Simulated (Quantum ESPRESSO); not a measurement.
# NaF (Villiaumite): phonons by linear response, part 3 of 4

How does NaF (Villiaumite) vibrate, and is this structure a minimum?

Quantum ESPRESSO 7.5; DFT LDA, scalar-relativistic, plane waves, PseudoDojo norm-conserving pseudopotentials.

So far, highest frequency (cm⁻¹): step 7 (dispersion) 428.

### Step 11. Sum rules set otherwise: a sum rule for molecules or wires on a crystal

This rule also removes rotations, which suits molecules and not a crystal; it is tried to see the harm.

dynmat.in

```
&input
   fildyn = 'x.dyn1'
   asr = 'zero-dim'
   fileig = 'dynmat.eig'
   lperm = .true.
/
```

Launch:

```bash
$ dynmat.x -in dynmat.in > dynmat.out
```

What it wrote:

```text
[banner, memory and clock lines left out]
Program DYNMAT v.7.5

     Reading Dynamical Matrix from file x.dyn1
     ...Force constants read
     ...epsilon and Z* read
     Acoustic Sum Rule: || Z*(ASR) - Z*(orig)|| =    1.997475E+00
     Acoustic Sum Rule: ||dyn(ASR) - dyn(orig)||=    1.697337E-01
     A direction for q was not specified:TO-LO splitting will be absent

     Polarizability (A^3 units)
     multiply by 0.763229 for Clausius-Mossotti correction
         1.689565   -0.000000    0.000000
        -0.000000    1.689565    0.000000
         0.000000    0.000000    1.689565

     IR activities are in (D/A)^2/amu units

# mode   [cm-1]    [THz]      IR
    1     -0.00   -0.0000    0.0000
    2     -0.00   -0.0000    0.0000
    3      0.00    0.0000    0.0000
    4      0.00    0.0000    0.0000
    5      0.00    0.0000    0.0000
    6    276.08    8.2767    2.2123

Electronic dielectric permittivity tensor (relative, adimensional)
         1.930667   -0.000000    0.000000
        -0.000000    1.930667    0.000000
         0.000000    0.000000    1.930667

 ... with zone-center polar mode contributions
         2.835172   -0.904505   -0.904505
        -0.904505    2.835172    0.904505
        -0.904505    0.904505    2.835172
```

Elapsed: 0.8 s, on 1 thread of Intel Xeon at 2.50GHz (Skylake/Cascade Lake), shared host.

The program raised no error, yet the settings are not those of a careful run.

The fault: a sum rule for molecules or wires on a crystal; 2 optical modes are projected out to zero frequency, as if they were rotations, and the static dielectric tensor is spoilt.

For a crystal the rule has to be 'simple' or 'crystal'.

Zone-centre frequencies as printed; negative means imaginary. Modes:

```tsv
mode	frequency (cm⁻¹)
1	0
2	0
3	0
4	0
5	0
6	276.1
```

### Step 12. The LO-TO splitting (1 0 0)

A longitudinal polar mode sets up a macroscopic field that stiffens it; the term hangs on the direction from which q goes to zero.

dynmat.in

```
&input
   fildyn = 'x.dyn1'
   asr = 'simple'
   fileig = 'dynmat.eig'
   q(1) = 1.0
   q(2) = 0.0
   q(3) = 0.0
/
```

Launch:

```bash
$ dynmat.x -in dynmat.in > dynmat.out
```

What it wrote:

```text
[banner, memory and clock lines left out]
Program DYNMAT v.7.5

     Reading Dynamical Matrix from file x.dyn1
     ...Force constants read
     ...epsilon and Z* read

     Polarizability (A^3 units)
     multiply by 0.763229 for Clausius-Mossotti correction
         1.689565   -0.000000    0.000000
        -0.000000    1.689565    0.000000
         0.000000    0.000000    1.689565

     IR activities are in (D/A)^2/amu units

# mode   [cm-1]    [THz]      IR
    1     -0.00   -0.0000    0.0000
    2     -0.00   -0.0000    0.0000
    3      0.00    0.0000    0.0000
    4    276.06    8.2761    2.2123
    5    276.06    8.2761    2.2123
    6    428.18   12.8365    2.2123
```

Run time: 0.84 s. Hardware: 1 thread.

Read from the output:

```yaml
highest_mode_moved_by_the_lo_to_term: 428.2 cm⁻¹
```

Zone-centre frequencies as printed; negative means imaginary. Modes:

```tsv
mode	frequency (cm⁻¹)
1	0
2	0
3	0
4	276.1
5	276.1
6	428.2
```

The field moves one mode, from 276 to 428 cm⁻¹; the others stay.

### Step 13. The dispersion under another sum rule (asr no)

The sum rule corrects the force constants themselves, so it can shift branches at any wavevector, low ones most.

matdyn.in

```
&input
   asr = 'no'
   flfrc = 'x.fc'
   flfrq = 'x.freq'
   flvec = 'x.modes'
   q_in_band_form = .true.
   q_in_cryst_coord = .true.
/
8
  0.0000000   0.0000000   0.0000000   8  ! GAMMA
  0.0000000   0.5000000   0.5000000   8  ! X
  0.0000000   0.6250000   0.3750000   1  ! U
 -0.3750000   0.3750000   0.0000000   8  ! K
  0.0000000   0.0000000   0.0000000   8  ! GAMMA
  0.0000000   0.5000000   0.0000000   8  ! L
 -0.2500000   0.5000000   0.2500000   8  ! W
  0.0000000   0.5000000   0.5000000   1  ! X
```

Launch:

```bash
$ matdyn.x -in matdyn.in > matdyn.out
```

What it wrote:

```text
[banner, memory and clock lines left out]
Program MATDYN v.7.5

 mass for atomic type   1 not given; uses mass from file x.fc
 mass for atomic type   2 not given; uses mass from file x.fc
```

The job ended after 0.76 s (1 thread).

Numbers from this step:

```yaml
lowest_frequency_on_the_path: 3.475 cm⁻¹
```

Matdyn.x, sum rule no. Phonon branches along the path, in cm⁻¹:

```tsv
point	branch 1	branch 2	branch 3	branch 4	branch 5	branch 6
Γ	4	4	4	276	276	428
X	144	144	266	291	291	311
U	167	223	239	268	292	305
jump to K	167	223	239	268	292	305
Γ	4	4	4	276	276	428
L	198	198	221	221	317	321
W	215	215	226	250	301	301
X	144	144	266	291	291	311
```

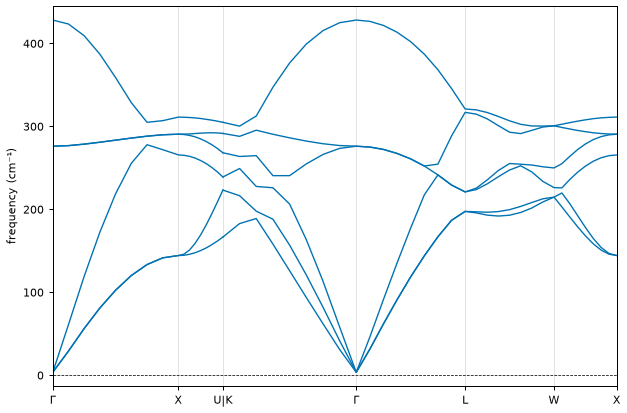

Phonon branches along the path.

At the labelled points the branches move by no more than 3.6 cm⁻¹.

### Step 14. A changed mass

Force constants don't depend on the masses, so an isotope effect costs no new response.

matdyn.in

```
&input
   asr = 'simple'
   flfrc = 'x.fc'
   flfrq = 'x.freq'
   flvec = 'x.modes'
   q_in_band_form = .true.
   q_in_cryst_coord = .true.
   amass(1) = 22.99
   amass(2) = 37.997
/
8
  0.0000000   0.0000000   0.0000000   8  ! GAMMA
  0.0000000   0.5000000   0.5000000   8  ! X
  0.0000000   0.6250000   0.3750000   1  ! U
 -0.3750000   0.3750000   0.0000000   8  ! K
  0.0000000   0.0000000   0.0000000   8  ! GAMMA
  0.0000000   0.5000000   0.0000000   8  ! L
 -0.2500000   0.5000000   0.2500000   8  ! W
  0.0000000   0.5000000   0.5000000   1  ! X
```

Launch:

```bash
$ matdyn.x -in matdyn.in > matdyn.out
```

What it wrote:

```text
[banner, memory and clock lines left out]
Program MATDYN v.7.5
```

The job ended after 0.78 s (1 thread).

Numbers from this step:

```yaml
lowest_frequency_on_the_path: 0 cm⁻¹
```

Matdyn.x, sum rule simple. The phonon branches at the labelled points (cm⁻¹):

```tsv
point	branch 1	branch 2	branch 3	branch 4	branch 5	branch 6
Γ	0	0	0	235	235	365
X	119	119	208	250	250	281
U	136	179	190	232	258	270
jump to K	136	179	190	232	258	270
Γ	0	0	0	235	235	365
L	156	156	198	198	227	317
W	173	173	177	226	263	263
X	119	119	208	250	250	281
```

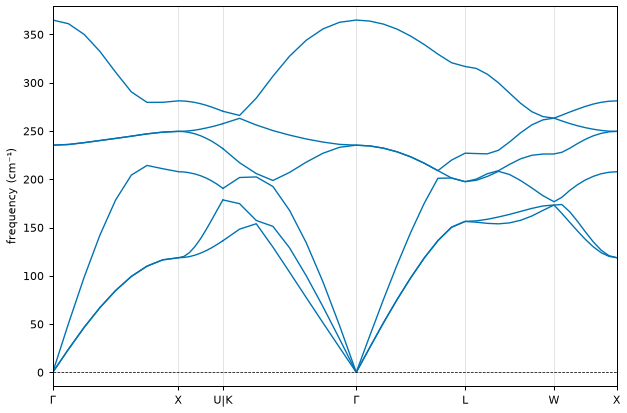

Phonon branches along the path.

The top of the path falls from 428 to 365 cm⁻¹, a ratio of 0.85; a mode of that atom alone would give 0.71.

### Step 15. Ground state, volume × 0.97

Bonds stiffen under compression, so frequencies follow the volume; the atoms are not relaxed anew.

scf.in

```
&control
   calculation = 'scf'
   prefix = 'x'
   outdir = './tmp'
   pseudo_dir = './pseudo'
   tprnfor = .true.
   tstress = .true.
/
&system
   ibrav = 0
   nat = 2
   ntyp = 2
   ecutwfc = 97.0
   occupations = 'fixed'
   nbnd = 10
/
&electrons
   conv_thr = 1.0d-12
   mixing_beta = 0.7
   electron_maxstep = 100
/
ATOMIC_SPECIES
 Na     22.9898  Na.upf
 F      18.9984  F.upf
CELL_PARAMETERS angstrom
    -2.228319024    0.000000000    2.228319024
     0.000000000    2.228319024    2.228319024
    -2.228319024    2.228319024    0.000000000
ATOMIC_POSITIONS crystal
 Na     0.000000000   0.000000000   0.000000000
 F      0.500000000   0.500000000   0.500000000
K_POINTS automatic
 8 8 8 0 0 0
```

Launch:

```bash
$ OMP_NUM_THREADS=1 mpirun -n 4 pw.x -nk 4 -in scf.in > scf.out
```

What it wrote:

```text
[banners, grids, parts of the stress and lines that vanish by symmetry left out]
[banner, memory and clock lines left out]
Program PWSCF v.7.5

[...]
kinetic-energy cutoff     =      97.0000  Ry
     charge density cutoff     =     388.0000  Ry
     scf convergence threshold =      1.0E-12
[...]
Exchange-correlation= SLA  PW   NOGX NOGC
                           (   1   4   0   0   0   0   0)
[...]
48 Sym. Ops., with inversion, found
[...]
number of k points=    29
[...]
End of self-consistent calculation
[...]
highest occupied, lowest unoccupied level (ev):     1.4184    8.0827
!    total energy              =    -140.61682807 Ry
[...]
convergence has been achieved in  10 iterations
[...]
atom    1 type  1   force =    -0.00000000   -0.00000000   -0.00000000
     atom    2 type  2   force =     0.00000000   -0.00000000   -0.00000000
     Total force =     0.000000     Total SCF correction =     0.000000
[...]
total   stress  (Ry/bohr**3)                   (kbar)     P=       19.99
[...]
XML data file, charge density, pseudopotentials, collected wavefunctions
```

The job ended after 9.7 s (4 MPI ranks).

Read from the output:

```
volume per atom   : 11.06 Å³
pressure          : 1.999 GPa
gap on the k-mesh : 6.664 eV
```

### Step 16. Zone-centre response, volume × 0.97

ph.in

```
phonons
&inputph
   prefix = 'x'
   outdir = './tmp'
   fildyn = 's.dyn'
   tr2_ph = 1.0d-18
   epsil = .true.
/
0.000000000000 0.000000000000 0.000000000000
```

Launch:

```bash
$ OMP_NUM_THREADS=1 mpirun -n 4 ph.x -nk 4 -in ph.in > ph.out
```

What it wrote:

```text
[banners, grids, parts of the stress and lines that vanish by symmetry left out]
[banner, memory and clock lines left out]
Program PHONON v.7.5

     ./tmp/x.save/

     IMPORTANT: XC functional enforced from input :
     Exchange-correlation= PW
                           (   1   4   0   0   0   0   0)
     Any further DFT definition will be discarded
     Please, verify this is what you really want

     G-vector sticks info

     Reading collected, re-writing distributed wavefunctions in ./tmp/

     Number and degeneracy of irreps per q-point
       N         xq(1)         xq(2)         xq(3)   N irreps
       1   0.000000000   0.000000000   0.000000000       2
        3   3

     Calculation of q =    0.0000000   0.0000000   0.0000000

     phonons

     bravais-lattice index     =            0
     lattice parameter (alat)  =       5.9551  a.u.
     unit-cell volume          =     149.3340 (a.u.)^3
     number of atoms/cell      =            2
     number of atomic types    =            2
     kinetic-energy cut-off    =      97.0000  Ry
     charge density cut-off    =     388.0000  Ry
     convergence threshold     =      1.0E-18
     beta                      =       0.7000
     number of iterations used =            4
     Exchange-correlation= PW
                           (   1   4   0   0   0   0   0)

     celldm(1)=    5.95513  celldm(2)=    0.00000  celldm(3)=    0.00000
     celldm(4)=    0.00000  celldm(5)=    0.00000  celldm(6)=    0.00000

     crystal axes: (cart. coord. in units of alat)
               a(1) = ( -0.7071  0.0000  0.7071 )
               a(2) = (  0.0000  0.7071  0.7071 )
               a(3) = ( -0.7071  0.7071  0.0000 )

     reciprocal axes: (cart. coord. in units 2 pi/alat)
               b(1) = ( -0.7071 -0.7071  0.7071 )
               b(2) = (  0.7071  0.7071  0.7071 )
               b(3) = ( -0.7071  0.7071 -0.7071 )

     Atoms inside the unit cell:

     Cartesian axes

     site n.  atom      mass           positions (alat units)
        1  Na     22.9898   tau(    1) = (    0.00000    0.00000    0.00000  )
        2  F      18.9984   tau(    2) = (   -0.70711    0.70711    0.70711  )

     Computing dynamical matrix for
                    q = (   0.0000000   0.0000000   0.0000000 )

     49 Sym.Ops. (with q -> -q+G )

     G cutoff =  348.5415  (  19339 G-vectors)     FFT grid: ( 40, 40, 40)
     number of k points=    29
                       cart. coord. in units 2pi/alat
        k(    1) = (   0.0000000   0.0000000   0.0000000), wk =   0.0039062
        k(    2) = (  -0.0883883   0.0883883  -0.0883883), wk =   0.0312500
        k(    3) = (  -0.1767767   0.1767767  -0.1767767), wk =   0.0312500
        [... further k-points left out ...]

     PseudoPot. # 1 for Na read from file:
     ./pseudo/Na.upf
     Pseudo is Norm-conserving, Zval =  9.0
     Using radial grid of 1968 points,  4 beta functions with:
                l(1) =   0
                l(2) =   0
                l(3) =   1
                l(4) =   1

     PseudoPot. # 2 for F  read from file:
     ./pseudo/F.upf
     Pseudo is Norm-conserving + core correction, Zval =  7.0
     Using radial grid of  824 points,  5 beta functions with:
                l(1) =   0
                l(2) =   0
                l(3) =   1
                l(4) =   1
                l(5) =   2

     Mode symmetry, O_h (m-3m)  point group:

     Electric field:
     Dielectric constant
     Born effective charges as d Force / d E

     Atomic displacements:
     There are    2 irreducible representations

     Representation     1      3 modes -  To be done

     Representation     2      3 modes -  To be done

     Alpha used in Ewald sum =   2.8000

     Electric Fields Calculation

      iter #   1   av.it.:   5.8
      thresh= 1.000E-02 alpha_mix =  0.700 |ddv_scf|^2 =  6.838E-09

      iter #   2   av.it.:  10.9
      thresh= 8.269E-06 alpha_mix =  0.700 |ddv_scf|^2 =  1.132E-10

      iter #   3   av.it.:  10.9
      thresh= 1.064E-06 alpha_mix =  0.700 |ddv_scf|^2 =  6.084E-12

      iter #   4   av.it.:  11.0
      thresh= 2.467E-07 alpha_mix =  0.700 |ddv_scf|^2 =  9.489E-14

      iter #   5   av.it.:  10.8
      thresh= 3.080E-08 alpha_mix =  0.700 |ddv_scf|^2 =  1.412E-16

      iter #   6   av.it.:  11.4
      thresh= 1.188E-09 alpha_mix =  0.700 |ddv_scf|^2 =  3.081E-18

      iter #   7   av.it.:  11.2
      thresh= 1.755E-10 alpha_mix =  0.700 |ddv_scf|^2 =  2.775E-20

     End of electric fields calculation

          Dielectric constant in cartesian axis

          (       1.937390224       0.000000000       0.000000000 )
          (       0.000000000       1.937390224       0.000000000 )
          (       0.000000000      -0.000000000       1.937390224 )

          Effective charges (d Force / dE) in cartesian axis without acoustic sum rule applied (asr)

           atom    1  Na    Mean Z*:        0.99401
      Ex  (        0.99401        0.00000        0.00000 )
      Ey  (        0.00000        0.99401       -0.00000 )
      Ez  (        0.00000       -0.00000        0.99401 )
           atom    2  F     Mean Z*:       -0.99338
      Ex  (       -0.99338       -0.00000       -0.00000 )
      Ey  (       -0.00000       -0.99338        0.00000 )
      Ez  (       -0.00000        0.00000       -0.99338 )

          Effective charges Sum: Mean:        0.00063
              0.00063        0.00000        0.00000
              0.00000        0.00063       -0.00000
              0.00000       -0.00000        0.00063

          Effective charges (d Force / dE) in cartesian axis with asr applied:
           atom    1  Na    Mean Z*:        0.99370
      E*x (        0.99370        0.00000        0.00000 )
      E*y (        0.00000        0.99370       -0.00000 )
      E*z (        0.00000       -0.00000        0.99370 )
           atom    2  F     Mean Z*:       -0.99370
      E*x (       -0.99370       -0.00000       -0.00000 )
      E*y (       -0.00000       -0.99370        0.00000 )
      E*z (       -0.00000        0.00000       -0.99370 )

     Representation #   1 modes #   1   2   3

     Self-consistent Calculation

      iter #   1   av.it.:   6.7
      thresh= 1.000E-02 alpha_mix =  0.700 |ddv_scf|^2 =  1.202E-06

      iter #   2   av.it.:  10.8
      thresh= 1.096E-04 alpha_mix =  0.700 |ddv_scf|^2 =  1.445E-09

      iter #   3   av.it.:  11.5
      thresh= 3.802E-06 alpha_mix =  0.700 |ddv_scf|^2 =  5.796E-11

      iter #   4   av.it.:  11.6
      thresh= 7.613E-07 alpha_mix =  0.700 |ddv_scf|^2 =  6.864E-13

      iter #   5   av.it.:  11.3
      thresh= 8.285E-08 alpha_mix =  0.700 |ddv_scf|^2 =  6.665E-16

      iter #   6   av.it.:  11.7
      thresh= 2.582E-09 alpha_mix =  0.700 |ddv_scf|^2 =  3.490E-17

      iter #   7   av.it.:  11.4
      thresh= 5.908E-10 alpha_mix =  0.700 |ddv_scf|^2 =  1.544E-19

     End of self-consistent calculation

     Convergence has been achieved

     Representation #   2 modes #   4   5   6

     Self-consistent Calculation

      iter #   1   av.it.:   7.0
      thresh= 1.000E-02 alpha_mix =  0.700 |ddv_scf|^2 =  2.171E-06

      iter #   2   av.it.:  11.0
      thresh= 1.474E-04 alpha_mix =  0.700 |ddv_scf|^2 =  8.388E-09

      iter #   3   av.it.:  11.2
      thresh= 9.159E-06 alpha_mix =  0.700 |ddv_scf|^2 =  3.336E-11

      iter #   4   av.it.:  11.4
      thresh= 5.776E-07 alpha_mix =  0.700 |ddv_scf|^2 =  1.296E-12

      iter #   5   av.it.:  11.5
      thresh= 1.138E-07 alpha_mix =  0.700 |ddv_scf|^2 =  6.193E-15

      iter #   6   av.it.:  11.6
      thresh= 7.869E-09 alpha_mix =  0.700 |ddv_scf|^2 =  8.361E-18

      iter #   7   av.it.:  11.5
      thresh= 2.892E-10 alpha_mix =  0.700 |ddv_scf|^2 =  4.639E-19

     End of self-consistent calculation

     Convergence has been achieved

     Number of q in the star =    1
     List of q in the star:
          1   0.000000000   0.000000000   0.000000000

          Dielectric constant in cartesian axis

          (       1.937390224       0.000000000       0.000000000 )
          (       0.000000000       1.937390224       0.000000000 )
          (       0.000000000      -0.000000000       1.937390224 )

          Effective charges (d Force / dE) in cartesian axis without acoustic sum rule applied (asr)

           atom    1  Na    Mean Z*:        0.99401
      Ex  (        0.99401        0.00000        0.00000 )
      Ey  (        0.00000        0.99401       -0.00000 )
      Ez  (        0.00000       -0.00000        0.99401 )
           atom    2  F     Mean Z*:       -0.99338
      Ex  (       -0.99338       -0.00000       -0.00000 )
      Ey  (       -0.00000       -0.99338        0.00000 )
      Ez  (       -0.00000        0.00000       -0.99338 )

          Effective charges Sum: Mean:        0.00063
              0.00063        0.00000        0.00000
              0.00000        0.00063       -0.00000
              0.00000       -0.00000        0.00063

          Effective charges (d Force / dE) in cartesian axis with asr applied:
           atom    1  Na    Mean Z*:        0.99370
      E*x (        0.99370        0.00000        0.00000 )
      E*y (        0.00000        0.99370       -0.00000 )
      E*z (        0.00000       -0.00000        0.99370 )
           atom    2  F     Mean Z*:       -0.99370
      E*x (       -0.99370       -0.00000       -0.00000 )
      E*y (       -0.00000       -0.99370        0.00000 )
      E*z (       -0.00000        0.00000       -0.99370 )

     Diagonalizing the dynamical matrix

     q = (    0.000000000   0.000000000   0.000000000 )

 **************************************************************************
     freq (    1) =       0.037484 [THz] =       1.250341 [cm-1]
     freq (    2) =       0.037484 [THz] =       1.250341 [cm-1]
     freq (    3) =       0.037484 [THz] =       1.250341 [cm-1]
     freq (    4) =       8.866487 [THz] =     295.754184 [cm-1]
     freq (    5) =       8.866487 [THz] =     295.754184 [cm-1]
     freq (    6) =       8.866487 [THz] =     295.754184 [cm-1]
 **************************************************************************

     Mode symmetry, O_h (m-3m)  point group:

     freq (   1-   3) =          1.3  [cm-1]   --> T_1u G_15  G_4- I
     freq (   4-   6) =        295.8  [cm-1]   --> T_1u G_15  G_4- I
```

Elapsed: 2.4 min, on 4 MPI ranks; 9.3 min of CPU time.

Read from the output:

| Property | Result |
| --- | --- |
| largest acoustic frequency at the zone centre before the sum rule | 1.25 cm⁻¹ |
| highest optical zone-centre mode (no LO-TO term) | 295.8 cm⁻¹ |
| lowest optical zone-centre mode | 295.8 cm⁻¹ |
| mean high-frequency dielectric constant | 1.937 |
| largest Born charge in size (third of the trace) | 0.994 e |

Born charge (rows field, columns displacement), before the sum rule (e), principal values of the symmetric part by kind of site:

```tsv
atom	atoms with these values	low	middle	high	mean
Na1	1	0.9940	0.9940	0.9940	0.9940
F2	1	-0.9934	-0.9934	-0.9934	-0.9934
```

In full for F2:

```
-0.9934  0.0000  0.0000
 0.0000 -0.9934  0.0000
 0.0000  0.0000 -0.9934
```

High-frequency dielectric tensor:

```
1.94 0.00 0.00
0.00 1.94 0.00
0.00 0.00 1.94
```

The highest optical mode without the LO-TO term lies at 295.8 cm⁻¹.

(Part 3 of 4 ends here.)

[Host names and launcher messages were left out of these logs when they were recorded.]

[Logs are printed without paths, hosts, clocks, repeated set-up lines and the standing remarks that a program may print on its own settings, such as how far it seeks lower states.]

[Hosts, paths, dates, database ids (printed as entryN), source tags and the programs' standing remarks are cut or masked in the printed files.]
